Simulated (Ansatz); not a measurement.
# Calculations on Ge65

**1. Relaxation**

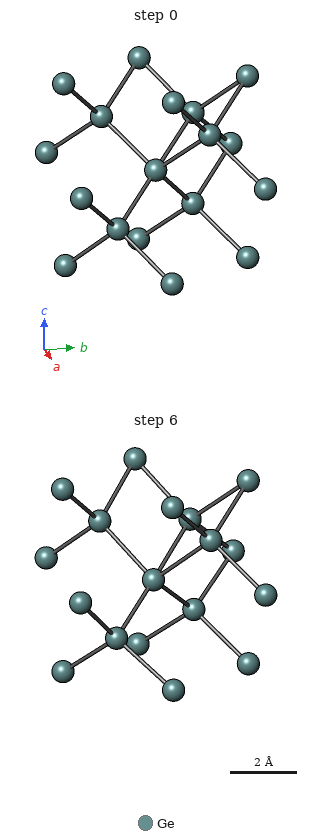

The structure of a defect cell of composition Ge65 (cell charge −1) before (top) and after (bottom) a relaxation, at one scale.

A ball-and-stick model of the atoms within 4.2 Å of the atom that moves most (axes of the cell of the calculation (origin shifted)), seen slightly off an axis.

Method: DFT, PBEsol, PAW, plane waves in Ansatz 0.2.0. Settings: plane-wave cutoff 420 eV; k-point mesh 1 × 1 × 1; mesh shifted by (0.25, 0.25, 0.25); collinear spin; atoms relaxed in a fixed cell; force threshold 0.03 eV/Å; at most 80 steps.

Question: Describe what moved and what it gained.

Answer: After 6 geometry steps the energy has fallen by 1.025 eV per cell of the calculation. The largest force component goes from 1.2 to 0.009 eV/Å. The atom that moves furthest is a Ge atom (0.19 Å roughly along [1 −1 −1]). The lattice vectors keep their values. Near-neighbour distances that change, for instance: Ge–Ge 2.453 → 2.617 Å, Ge–Ge 2.435 → 2.576 Å, Ge–Ge 2.419 → 2.545 Å, Ge–Ge 2.442 → 2.544 Å. Bond angles that change, for instance: Ge–Ge–Ge 108.4° → 114.5°, Ge–Ge–Ge 108.8° → 114.5°, Ge–Ge–Ge 107.5° → 112.9°.

Limits of the set-up: the cell is charged, on a uniform background, and energies carry no finite-size correction.

**2. Relaxation**

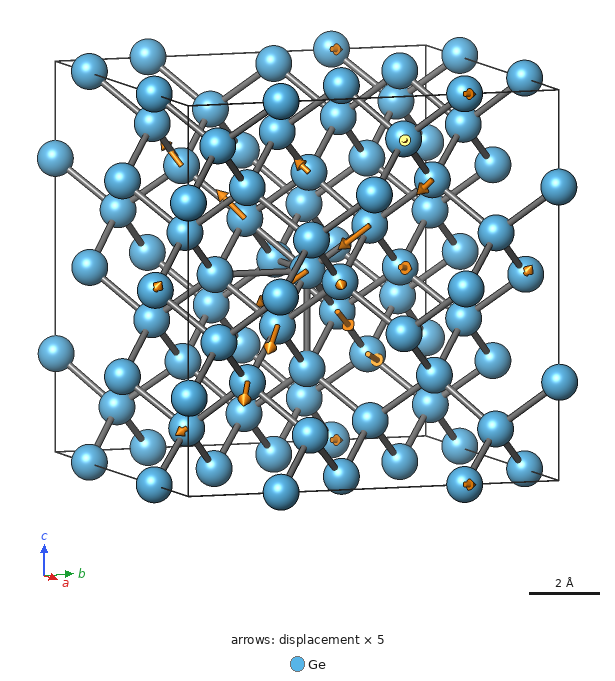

This is a relaxation of a defect cell of composition Ge₆₅ (cell charge −2). The starting structure is drawn; orange arrows show the displacements, magnified 5 times.

A ball-and-stick model of the cell of the calculation (origin shifted), seen slightly off an axis.

Level of theory: DFT, PBEsol, PAW, plane waves in Ansatz 0.2.0. Settings: plane-wave cutoff 420 eV; k-point mesh 1 × 1 × 1; mesh shifted by (0.25, 0.25, 0.25); no spin polarisation; atoms relaxed in a fixed cell; force threshold 0.03 eV/Å; at most 80 steps.

### Describe the change and its energy.

After 8 geometry steps the energy has fallen by 1.043 eV per cell of the calculation. The largest force component goes from 1.2 to 0.028 eV/Å. A Ge atom moves most: 0.40 Å along [−1 −1 −1]. The cell stays as it was. Near-neighbour distances that change, for instance: Ge–Ge 2.838 → 2.644 Å, Ge–Ge 2.453 → 2.602 Å, Ge–Ge 2.419 → 2.566 Å, Ge–Ge 2.435 → 2.581 Å. Bond angles that change, for instance: Ge–Ge–Ge 108.4° → 118.0°, Ge–Ge–Ge 71.2° → 61.8°, Ge–Ge–Ge 108.8° → 118.0°. The run took 7.2 s on 1 × NVIDIA GB200 with 8 threads of Arm Neoverse-V2, peak memory 2 GiB.

Limits of the set-up: the cell is charged, on a uniform background, and energies carry no finite-size correction.

**3. Defect**

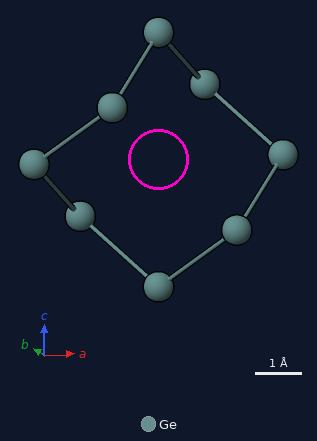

Perfect Ge. Style: ball-and-stick. Shown: the atoms within 4.6 Å of one point, in a slice 4.2 Å thick across the line of sight, slightly off an axis.

Method: DFT, PBEsol, PAW, plane waves in Ansatz. (plane-wave cutoff 420 eV; k-point mesh 1 × 1 × 1; mesh shifted by (0.25, 0.25, 0.25); collinear spin) Fermi-Dirac smearing of 0.01 eV. A uniform background neutralises the charged cell. The axes drawn are those of the host's conventional cell.

An extra germanium atom is put between the host's atoms (an interstitial) at the ringed place, in charge state −1. The supercell has 64 sites, and the atoms are relaxed at the host's cell.

> How do the neighbours respond?

The Ge atom starts with 10 Ge at 2.45 to 2.84 Å around its place and ends with 10 Ge at 2.58 to 3.00 Å. Of the host's atoms, a germanium atom moves furthest from its site, by 0.16 Å. The Ge atom itself moves 0.13 Å from where it was put. The cell's net moment is 0.98 μB.

The relaxed defect, seen from the same direction:

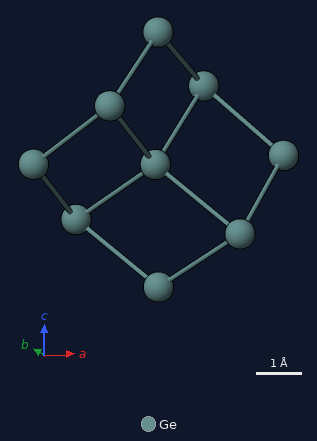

Limits of the set-up: the cell is charged, on a uniform background, and energies carry no finite-size correction.

**4. Defect**

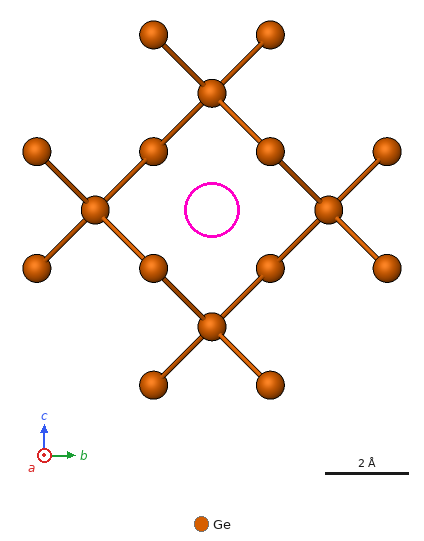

Perfect Ge. The picture is a ball-and-stick view of the atoms within 6.0 Å of one point, in a slice 5.0 Å thick across the line of sight, seen along the a axis.

Theory: DFT, PBEsol, PAW, plane waves in Ansatz 0.2.0. (plane-wave cutoff 420 eV; k-point mesh 1 × 1 × 1; mesh shifted by (0.25, 0.25, 0.25); collinear spin) Fermi-Dirac smearing of 0.01 eV. A uniform background neutralises the charged cell. The axes drawn are those of the host's conventional cell.

An extra germanium atom is put between the host's atoms (an interstitial) at the ringed place, in charge state −2. The supercell has 64 sites, and the atoms are relaxed at the host's cell.

**Predict the relaxed surroundings of the defect.**

The Ge atom starts with 10 Ge at 2.45 to 2.84 Å around its place and ends with 7 Ge at 2.58 to 2.64 Å. Of the host's atoms, a germanium atom moves furthest from its site, by 0.29 Å. The Ge atom itself moves 0.42 Å from where it was put. The cell ends without a net magnetic moment.

The relaxed defect, seen from the same direction:

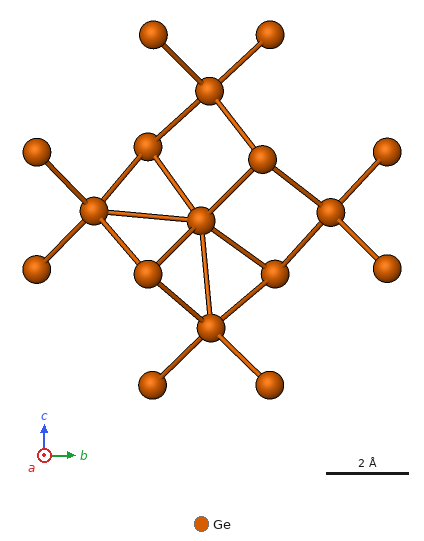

Limits of the set-up: the cell is charged, on a uniform background, and energies carry no finite-size correction.
